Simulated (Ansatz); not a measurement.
```yaml
crystal:
  lattice:
    - [5.38100, 0.00000, 0.00000]
    - [0.00000, 3.42800, 0.00000]
    - [0.00000, 0.00000, 5.81100]
  atoms:
    - { symbol: Ni, position: [0.99500, 0.75000, 0.19000] }
    - { symbol: Ni, position: [0.00500, 0.25000, 0.81000] }
    - { symbol: Ni, position: [0.50500, 0.25000, 0.69000] }
    - { symbol: Ni, position: [0.49500, 0.75000, 0.31000] }
    - { symbol: Ge, position: [0.81200, 0.75000, 0.58300] }
    - { symbol: Ge, position: [0.18800, 0.25000, 0.41700] }
    - { symbol: Ge, position: [0.68800, 0.25000, 0.08300] }
    - { symbol: Ge, position: [0.31200, 0.75000, 0.91700] }
```

Space group Pnma; spin-polarised.

Theory: Ansatz, DFT r2SCAN, scalar-relativistic, plane waves, PAW.

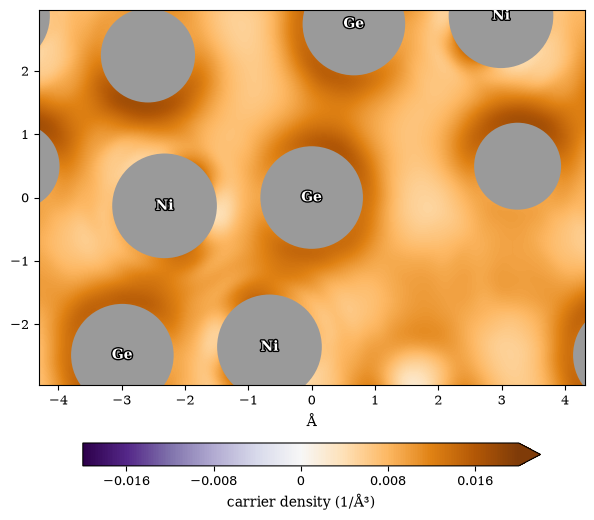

NiGe. Where the hole sits when 0.2 electron is taken from the 8-atom cell of the calculation (uniform compensating background, atoms fixed); the change of density for each carrier, counted positive where the carrier is: a map on the (111) plane of the conventional cell, with grey discs over the atomic cores. Cores are masked to 0.8 Å (Ni) and 0.8 Å (Ge).

Core electrons are frozen (PAW), so the fields are smoothed inside the atomic spheres.

Where does the doped charge go?

Answer. Summed over atomic cells sized by the Bader volumes, the hole divides as Ge about 55 % and Ni about 45 %; these cells fill 45 % (Ni) and 55 % (Ge) of the volume, so no element is strongly preferred. Over the whole cell, outside the cores, it is densest at the edge of the masked core of Ge. The counter-flow of charge adds up to under 0.1 e for each carrier. These are shares of the net change, screening included; the states that take the carrier can be more concentrated.

Run times: 89 s (hole) and 2.4 min (base cell), on 2 threads of Intel(R) Xeon(R) 6975P-C (Granite Rapids) (shared host).
